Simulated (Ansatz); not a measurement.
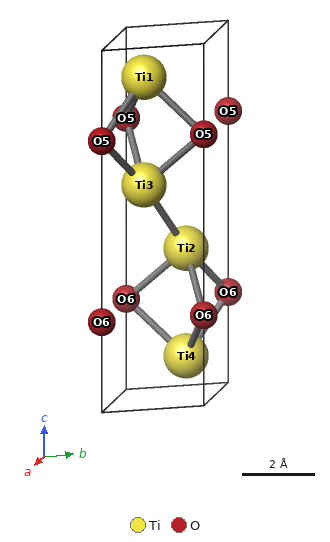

**Figure 1.** The starting structure (ball-and-stick view of the cell of the calculation, seen slightly off an axis; atoms are numbered from 1 in the order of the input). An atom can appear more than once, as a periodic image. Near neighbours in the periodic cell (some may lie outside the picture): Ti has 3 O at 2.32 Å and 3 Ti at 2.73 Å; O has 6 Ti at 2.32 Å.

**Geometry relaxation, with input and output: Ti2O (part 1 of 2)**

Ti2O (P6₃/mmc, 6 atoms in the cell), computed with DFT PBEsol, scalar-relativistic, plane waves, PAW, no spin polarisation (Ansatz 0.2.0).

The structure was made by swapping elements on the sites of another compound; it need not be a known phase. It belongs to a series of runs on one base structure; here: Hf -> Ti, S -> O on all its sites, cell and atoms relaxed. Figures and captions count atoms from 1; the log counts them from 0 in places.

**Output**
```
Engine: ansatz 0.2.0, x86_64-unknown-linux-gnu
Pseudopotentials: kind: paw
Pseudopotential: Ti, paw, valence charge 12, recommended cutoff 420 eV (normal), Ti.paw.azcp
Pseudopotential: O, paw, valence charge 6, recommended cutoff 420 eV (normal), O.paw.azcp
Functional definition: PBEsol
  exchange = pbesol_x
  correlation = pbesol_c
Crystal: 6 atoms, lattice volume = 80.946 Å³
Basis set: ecut = 420 eV, 1511 PW (Γ), exchange–correlation on 48×48×144 points (8 copies of the dense FFT grid, shifted against one another)
Bands: 36, of which v1, the nominal top of the filled ones, is band 30 counted from 1 (29 counted from 0)
Symmetry: 24 space group operations
Space group: P63/mmc (ITA 194), of the structure as read, at distance tolerance 4.3e-5 Å
k-points: 14 of 72
Non-local potential: Ti, projectors of the file, l = 0: 3, l = 1: 2, l = 2: 3, l = 3: 1
Non-local potential: O, projectors of the file, l = 0: 2, l = 1: 2, l = 2: 1
PAW form: soft (Blöchl's): semilocal exchange-correlation on the pseudo side does not see the compensation charge
PAW frozen core: Ti, regenerated for the run's functional, and the local potential with it (the file was generated under x = pbe(κ = 0.804, μ = 0.2195149727645171), c = pbe(β = 0.06672455060314922))
PAW frozen core: O, regenerated for the run's functional, and the local potential with it (the file was generated under x = pbe(κ = 0.804, μ = 0.2195149727645171), c = pbe(β = 0.06672455060314922))
PAW one-centre angular grid: Ti, 590 points (default); XC on 64 Gauss nodes
PAW one-centre angular grid: O, 110 points (default); XC on 64 Gauss nodes
Initial density: superposition of atomic densities (neutral atoms: chi_scale 0, normalization atom), corrected by the library's trained network
Initial wavefunctions: pseudopotential atomic-orbital guess
Functional: x = pbesol(κ = 0.804, μ = 0.12345679012345678), c = pbesol(β = 0.046)
SCF iter   1: F=—  HF=-11021.963528 eV  |F-HF|=—  |Δ(HF+E_count)|=         —  Δρ=1.53e-2  dr2=2.26e-1  ethr=1.77e-3  ⟨swp⟩=4.4  Hψ=1908  notcnv=0
preconditioner: auto → Resta (q_TF=auto, 2.595 Å⁻¹)  ε∞=12.2  [insulator: Δε(μ)=0.116 eV  Ē_g=6.536 eV  σ=0.100 eV  W_gap=0.58  n_scr=26 (ndim 8)  ℏωp=21.8 eV  f_vac=0.000  D(μ)=1.09/eV (n_scr^D=4)  ε∞_Penn≈12.2]
SCF iter   2: F=—  HF=-11021.917864 eV  |F-HF|=—  |Δ(HF+E_count)|=   4.57e-2  Δρ=4.68e-3  dr2=3.30e-2  ethr=3.77e-4  ⟨swp⟩=2.1  Hψ=864  notcnv=0  defer=7
SCF iter   3: F=—  HF=-11021.910687 eV  |F-HF|=—  |Δ(HF+E_count)|=   7.18e-3  Δρ=1.82e-3  dr2=8.47e-3  ethr=5.49e-5  ⟨swp⟩=2.0  Hψ=577  notcnv=0  defer=7
SCF iter   4: F=—  HF=-11021.908305 eV  |F-HF|=—  |Δ(HF+E_count)|=   2.38e-3  Δρ=5.66e-4  dr2=5.95e-4  ethr=1.41e-5  ⟨swp⟩=2.0  Hψ=655  notcnv=0  defer=7
SCF iter   5: F=—  HF=-11021.908112 eV  |F-HF|=—  |Δ(HF+E_count)|=   1.92e-4  Δρ=2.18e-4  dr2=4.05e-5  ethr=9.92e-7  ⟨swp⟩=2.0  Hψ=663  notcnv=0  defer=7
SCF iter   6: F=—  HF=-11021.908080 eV  |F-HF|=—  |Δ(HF+E_count)|=   3.29e-5  Δρ=5.88e-5  dr2=2.20e-6  ethr=6.74e-8  ⟨swp⟩=2.3  Hψ=757  notcnv=0  defer=7
SCF iter   7: F=—  HF=-11021.908080 eV  |F-HF|=—  |Δ(HF+E_count)|=   4.93e-7  Δρ=1.25e-5  dr2=1.07e-7  ethr=3.67e-9  ⟨swp⟩=2.8  Hψ=871  notcnv=0  defer=7
SCF iter   8: F=-11021.908080 eV  HF=-11021.908080 eV  |F-HF|=1.55e-9  |Δ(HF+E_count)|=   6.11e-8  Δρ=3.09e-6  dr2=7.22e-9  ethr=1.67e-10  ⟨swp⟩=8.3  Hψ=1917  notcnv=0
SCF 1 converged in 8 iterations: F = -11021.908080 eV  dr2 = 7.22e-9
  greatest PAW one-centre occupation: 0.999 electrons in one spin orbital (limit 2), on the Ti atom at site 3 (counted from 0), in its partial waves of l = 0
relax step   1: F+E_penalty+E_count = -11021.90808013 eV  Δ(F+E_penalty+E_count) = +0.000e0 eV  max|allowed force component| = 2.023e0 eV/Å  Δτ_max = 0.0000 Å  P = -17.826 GPa  Ω = 80.946 Å³  (8 SCF iters, dr2 threshold 1.00e-7 eV, accepted)
Crystal: 6 atoms, lattice volume = 71.676 Å³
Basis set: ecut = 420 eV, 1401 PW (Γ), exchange–correlation on 48×48×144 points (8 copies of the dense FFT grid, shifted against one another)
Initial density: handed on by an earlier stage of this run
Initial wavefunctions: those handed on with the density
iter 1 solved again at ethr=1.47e-4 eV; its pass at ethr=3.10e-3 eV (dr2=8.80e-2 eV) is discarded
SCF iter   1: F=—  HF=-11022.999805 eV  |F-HF|=—  |Δ(HF+E_count)|=         —  Δρ=1.49e-2  dr2=8.75e-2  ethr=1.47e-4  ⟨swp⟩=1.5  Hψ=2692  notcnv=0
preconditioner: auto → Kerker (q_TF=auto, 2.649 Å⁻¹)  [metal: Δε(μ)=0.045 eV  Ē_g=7.441 eV  σ=0.100 eV  W_gap=0.25  n_scr=26 (ndim 8)  ℏωp=23.2 eV  f_vac=0.000  D(μ)=3.35/eV (n_scr^D=38)]
SCF iter   2: F=—  HF=-11022.990458 eV  |F-HF|=—  |Δ(HF+E_count)|=   9.35e-3  Δρ=8.58e-3  dr2=3.24e-2  ethr=1.46e-4  ⟨swp⟩=1.0  Hψ=504  notcnv=0
SCF iter   3: F=—  HF=-11022.985367 eV  |F-HF|=—  |Δ(HF+E_count)|=   5.09e-3  Δρ=1.75e-3  dr2=3.84e-3  ethr=5.41e-5  ⟨swp⟩=1.3  Hψ=525  notcnv=0
SCF iter   4: F=—  HF=-11022.984846 eV  |F-HF|=—  |Δ(HF+E_count)|=   5.21e-4  Δρ=7.58e-4  dr2=5.72e-4  ethr=6.41e-6  ⟨swp⟩=2.0  Hψ=645  notcnv=0
SCF iter   5: F=—  HF=-11022.984683 eV  |F-HF|=—  |Δ(HF+E_count)|=   1.63e-4  Δρ=2.09e-4  dr2=7.39e-5  ethr=9.53e-7  ⟨swp⟩=2.0  Hψ=676  notcnv=0
SCF iter   6: F=—  HF=-11022.984667 eV  |F-HF|=—  |Δ(HF+E_count)|=   1.51e-5  Δρ=5.91e-5  dr2=3.57e-6  ethr=1.23e-7  ⟨swp⟩=2.0  Hψ=652  notcnv=0
SCF iter   7: F=-11022.984666 eV  HF=-11022.984667 eV  |F-HF|=2.80e-7  |Δ(HF+E_count)|=   6.93e-7  Δρ=1.86e-5  dr2=3.28e-7  ethr=1.00e-9  ⟨swp⟩=7.6  Hψ=2230  notcnv=0
the search or the solves at the SCF's close seem to have found levels that the self-consistency loop had missed (the run counts 2). By its estimate they hold under 1e-12 electrons; where the run keeps them, the occupations were computed again with them
SCF 2 converged in 7 iterations: F = -11022.984666 eV  dr2 = 3.28e-7
relax step   2: F+E_penalty+E_count = -11022.98466644 eV  Δ(F+E_penalty+E_count) = -1.077e0 eV  max|allowed force component| = 2.220e-1 eV/Å  Δτ_max = 0.0964 Å  P = +0.403 GPa  Ω = 71.676 Å³  energy of the carried Pulay correction = +2.149e-2 eV  (7 SCF iters, dr2 threshold 6.00e-7 eV, accepted)
Crystal: 6 atoms, lattice volume = 72.354 Å³
iter 1 solved again at ethr=9.02e-5 eV; its pass at ethr=3.10e-3 eV (dr2=5.41e-2 eV) is discarded
SCF iter   1: F=—  HF=-11022.993863 eV  |F-HF|=—  |Δ(HF+E_count)|=         —  Δρ=5.12e-3  dr2=5.13e-2  ethr=9.02e-5  ⟨swp⟩=1.2  Hψ=2270  notcnv=0
preconditioner: auto → Kerker (q_TF=auto, 2.644 Å⁻¹)  [metal: Δε(μ)=0.035 eV  Ē_g=7.579 eV  σ=0.100 eV  W_gap=0.19  n_scr=26 (ndim 8)  ℏωp=23.1 eV  f_vac=0.000  D(μ)=4.78/eV (n_scr^D=52)]
SCF iter   2: F=—  HF=-11022.987066 eV  |F-HF|=—  |Δ(HF+E_count)|=   6.80e-3  Δρ=2.90e-3  dr2=2.24e-2  ethr=8.55e-5  ⟨swp⟩=1.0  Hψ=504  notcnv=0
SCF iter   3: F=—  HF=-11022.981354 eV  |F-HF|=—  |Δ(HF+E_count)|=   5.71e-3  Δρ=1.11e-3  dr2=2.55e-3  ethr=3.73e-5  ⟨swp⟩=2.0  Hψ=587  notcnv=0
SCF iter   4: F=—  HF=-11022.980757 eV  |F-HF|=—  |Δ(HF+E_count)|=   5.97e-4  Δρ=4.76e-4  dr2=1.56e-4  ethr=4.25e-6  ⟨swp⟩=2.0  Hψ=664  notcnv=0
SCF iter   5: F=—  HF=-11022.980685 eV  |F-HF|=—  |Δ(HF+E_count)|=   7.20e-5  Δρ=1.09e-4  dr2=1.00e-5  ethr=2.59e-7  ⟨swp⟩=2.1  Hψ=678  notcnv=0
SCF iter   6: F=—  HF=-11022.980684 eV  |F-HF|=—  |Δ(HF+E_count)|=   1.57e-6  Δρ=3.87e-5  dr2=9.41e-7  ethr=1.67e-8  ⟨swp⟩=2.4  Hψ=913  notcnv=0
SCF iter   7: F=-11022.980684 eV  HF=-11022.980684 eV  |F-HF|=3.11e-8  |Δ(HF+E_count)|=   1.86e-8  Δρ=1.10e-5  dr2=7.09e-8  ethr=1.00e-9  ⟨swp⟩=6.9  Hψ=2029  notcnv=0
SCF 3 converged in 7 iterations: F = -11022.980684 eV  dr2 = 7.09e-8
relax step   3: F+E_penalty+E_count = -11022.98068355 eV  Δ(F+E_penalty+E_count) = +3.983e-3 eV  max|allowed force component| = 2.090e-1 eV/Å  Δτ_max = 0.0205 Å  P = -1.041 GPa  Ω = 72.354 Å³  energy of the carried Pulay correction = +1.983e-2 eV  (7 SCF iters, dr2 threshold 6.00e-7 eV, rejected (line search))
Crystal: 6 atoms, lattice volume = 71.905 Å³
iter 1 solved again at ethr=2.77e-5 eV; its pass at ethr=3.10e-3 eV (dr2=1.66e-2 eV) is discarded
SCF iter   1: F=—  HF=-11022.992321 eV  |F-HF|=—  |Δ(HF+E_count)|=         —  Δρ=2.75e-3  dr2=1.54e-2  ethr=2.77e-5  ⟨swp⟩=1.4  Hψ=2134  notcnv=0
preconditioner: auto → Kerker (q_TF=auto, 2.647 Å⁻¹)  [metal: Δε(μ)=0.042 eV  Ē_g=7.500 eV  σ=0.100 eV  W_gap=0.23  n_scr=26 (ndim 8)  ℏωp=23.2 eV  f_vac=0.000  D(μ)=3.57/eV (n_scr^D=38)]
SCF iter   2: F=—  HF=-11022.990278 eV  |F-HF|=—  |Δ(HF+E_count)|=   2.04e-3  Δρ=1.59e-3  dr2=6.85e-3  ethr=2.57e-5  ⟨swp⟩=1.0  Hψ=504  notcnv=0
SCF iter   3: F=—  HF=-11022.988492 eV  |F-HF|=—  |Δ(HF+E_count)|=   1.79e-3  Δρ=6.13e-4  dr2=7.65e-4  ethr=1.14e-5  ⟨swp⟩=2.0  Hψ=587  notcnv=0
SCF iter   4: F=—  HF=-11022.988310 eV  |F-HF|=—  |Δ(HF+E_count)|=   1.82e-4  Δρ=2.64e-4  dr2=4.86e-5  ethr=1.28e-6  ⟨swp⟩=2.0  Hψ=662  notcnv=0
SCF iter   5: F=—  HF=-11022.988255 eV  |F-HF|=—  |Δ(HF+E_count)|=   5.54e-5  Δρ=5.91e-5  dr2=2.99e-6  ethr=8.09e-8  ⟨swp⟩=2.1  Hψ=676  notcnv=0
SCF iter   6: F=—  HF=-11022.988249 eV  |F-HF|=—  |Δ(HF+E_count)|=   6.12e-6  Δρ=2.09e-5  dr2=2.73e-7  ethr=4.99e-9  ⟨swp⟩=2.3  Hψ=878  notcnv=0
SCF iter   7: F=—  HF=-11022.988249 eV  |F-HF|=—  |Δ(HF+E_count)|=   4.63e-9  Δρ=6.19e-6  dr2=2.27e-8  ethr=4.55e-10  ⟨swp⟩=2.9  Hψ=953  notcnv=0
SCF iter   8: F=-11022.988249 eV  HF=-11022.988249 eV  |F-HF|=7.64e-11  |Δ(HF+E_count)|=   2.04e-9  Δρ=9.61e-7  dr2=6.74e-10  ethr=1.00e-11  ⟨swp⟩=6.3  Hψ=1941  notcnv=0
SCF 4 converged in 8 iterations: F = -11022.988249 eV  dr2 = 6.74e-10
relax step   4: F+E_penalty+E_count = -11022.98824888 eV  Δ(F+E_penalty+E_count) = -3.582e-3 eV  max|allowed force component| = 1.340e-2 eV/Å  Δτ_max = 0.0100 Å  P = -0.035 GPa  Ω = 71.905 Å³  energy of the carried Pulay correction = +2.093e-2 eV  (8 SCF iters, accepted)
Basis set: ecut = 420 eV, 1401 PW (Γ), exchange–correlation on 40×40×144 points (8 copies of the dense FFT grid, shifted against one another)
Initial wavefunctions: pseudopotential atomic-orbital guess (no wavefunctions were taken with the density)
iter 1 solved again at ethr=8.70e-8 eV; its pass at ethr=3.10e-3 eV (dr2=5.22e-5 eV) is discarded
SCF iter   1: F=—  HF=-11022.977259 eV  |F-HF|=—  |Δ(HF+E_count)|=         —  Δρ=5.51e-4  dr2=3.10e-5  ethr=8.70e-8  ⟨swp⟩=3.6  Hψ=3154  notcnv=0
preconditioner: auto → Kerker (q_TF=auto, 2.647 Å⁻¹)  [metal: Δε(μ)=0.039 eV  Ē_g=7.528 eV  σ=0.100 eV  W_gap=0.21  n_scr=26 (ndim 8)  ℏωp=23.2 eV  f_vac=0.000  D(μ)=3.63/eV (n_scr^D=38)]
SCF iter   2: F=—  HF=-11022.977202 eV  |F-HF|=—  |Δ(HF+E_count)|=   5.72e-5  Δρ=2.71e-4  dr2=7.23e-6  ethr=5.16e-8  ⟨swp⟩=2.0  Hψ=623  notcnv=0
SCF iter   3: F=—  HF=-11022.977206 eV  |F-HF|=—  |Δ(HF+E_count)|=   4.15e-6  Δρ=6.90e-5  dr2=4.69e-7  ethr=1.20e-8  ⟨swp⟩=2.0  Hψ=586  notcnv=0
SCF iter   4: F=—  HF=-11022.977212 eV  |F-HF|=—  |Δ(HF+E_count)|=   6.01e-6  Δρ=2.84e-6  dr2=7.33e-9  ethr=7.82e-10  ⟨swp⟩=2.0  Hψ=627  notcnv=0
iter 5 did not close the SCF: its close was put off for the readings that it lacked (scf_convergence_deferred on its scf_iter line)
SCF iter   5: F=-11022.977212 eV  HF=-11022.977212 eV  |F-HF|=1.05e-9  |Δ(HF+E_count)|=  3.49e-10  Δρ=7.62e-7  dr2=1.25e-9  ethr=1.22e-11  ⟨swp⟩=2.8  Hψ=780  notcnv=0
SCF iter   6: F=-11022.977212 eV  HF=-11022.977212 eV  |F-HF|=1.40e-10  |Δ(HF+E_count)|=  2.96e-10  Δρ=3.73e-7  dr2=1.54e-10  ethr=2.08e-12  ⟨swp⟩=2.4  Hψ=1617  notcnv=0
SCF 5 converged in 6 iterations: F = -11022.977212 eV  dr2 = 1.54e-10
relax step   5: F+E_penalty+E_count = -11022.97721178 eV  Δ(F+E_penalty+E_count) = +1.104e-2 eV  max|allowed force component| = 1.248e-2 eV/Å  Δτ_max = 0.0000 Å  P = -0.329 GPa  Ω = 71.905 Å³  stress off target by 3.59e-1 GPa  SCF on the basis re-selected at this cell (its energy is not comparable with the rows above)  (6 SCF iters)
```

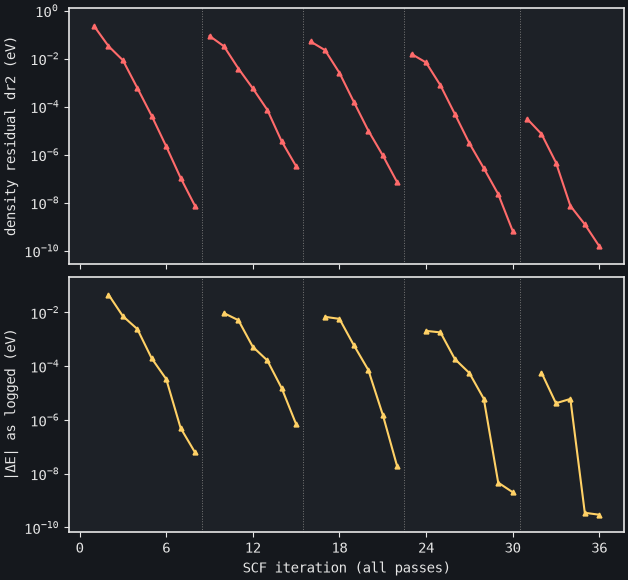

**Figure 2.** Convergence of the self-consistent field: density residual dr2 and size of the energy change against the SCF iteration. The dotted lines part the SCF passes of the relaxation: geometry steps, rejected trials and re-solves on a re-selected basis. The 5 passes take 6 to 8 iterations each, 36 in all.

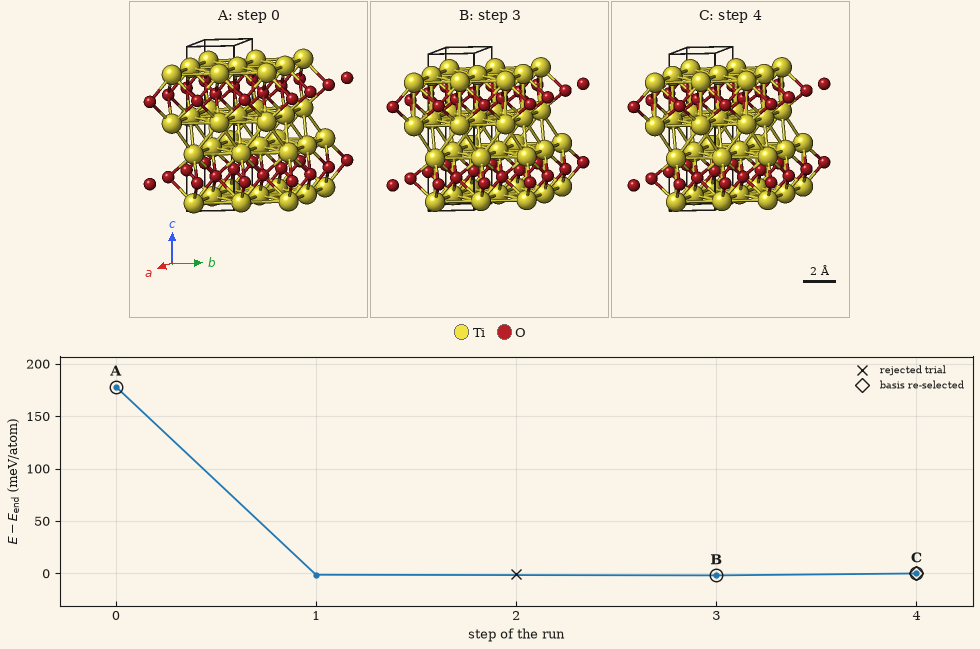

**Figure 3.** Frames of the relaxation (ball-and-stick view of the cell of the calculation, repeated 3 × 3 × 1, seen slightly off an axis) above the curves, on which the letters mark them (the first geometry is step 0 here and step 1 in the log).
